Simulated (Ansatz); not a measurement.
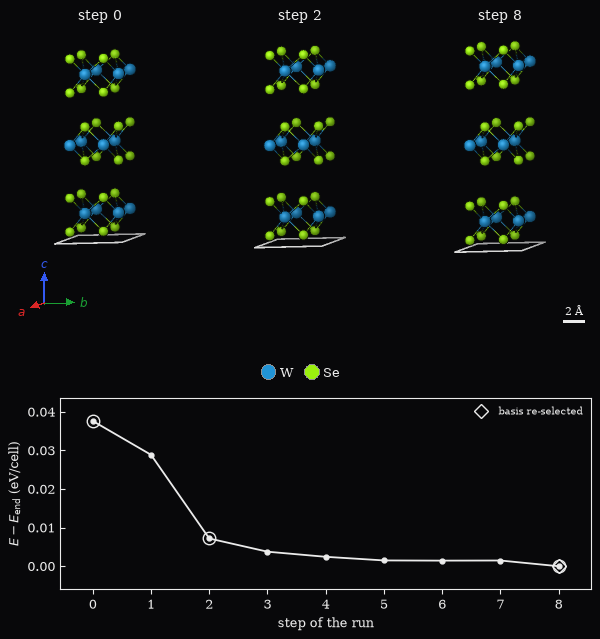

Frames of a relaxation of a crystal of WSe2 (set up in P-6m2), marked on the history of the run. The picture is a ball-and-stick view of the 2 × 2 repeat of the cell, outlined in the plane, without the vacuum, seen slightly off an axis.

All numbers below come from DFT PBE, scalar-relativistic, plane waves, PAW in Ansatz. (plane-wave cutoff 420 eV; k-point mesh 12 × 12 × 1; occupations gaussian; smearing width 0.02 eV; no spin polarisation; cell and atoms relaxed; force threshold 0.005 eV/Å; at most 80 steps)

Question: What happens along the run?

Answer: The largest moves, 0.81 Å, are those of Se atoms. By element the largest moves are Se 0.81 Å, W 0.79 Å. In the plane the drawn cell goes a 6.636 → 6.641 Å (+0.1 %), b 6.636 → 6.641 Å (+0.1 %). Among the contacts that change: Se–W 2.536 → 2.548 Å. The space group stays P-6m2 (No. 187). The energy falls by 37.6 meV per cell of the calculation in 7 accepted moves (8 points after the start). The largest force component goes from 0.29 to under 0.0001 eV/Å. At 1 point the geometry stayed and the basis and grid were re-selected for the new cell (energy shift of 1.5 meV per cell of the calculation at most each time). Cost: 120 s on 4 threads of AMD EPYC 7B13 (Zen 3), with other jobs on the host, peak memory 1.1 GiB. From step 0 to 2: Se atoms move most (0.36 Å), energy −30.4 meV per cell of the calculation. From step 2 to 8: W and Se atoms move most (0.45 Å), energy −7.2 meV per cell of the calculation.

```
step  E − E(0), meV/atom  largest force component, eV/Å                      note
   0                0.00                         0.2899                          
   1               -0.97                         0.3509                          
   2               -3.38                         0.0333                          
   3               -3.76                         0.0251                          
   4               -3.91                         0.0180                          
   5               -4.02                         0.0032                          
   6               -4.02                         0.0011                          
   7               -4.02                         0.0001                          
   8               -4.18                         0.0001  same geometry, new basis
```

Limits of the set-up: layers or molecules are held without a dispersion correction, so their spacing is unreliable.
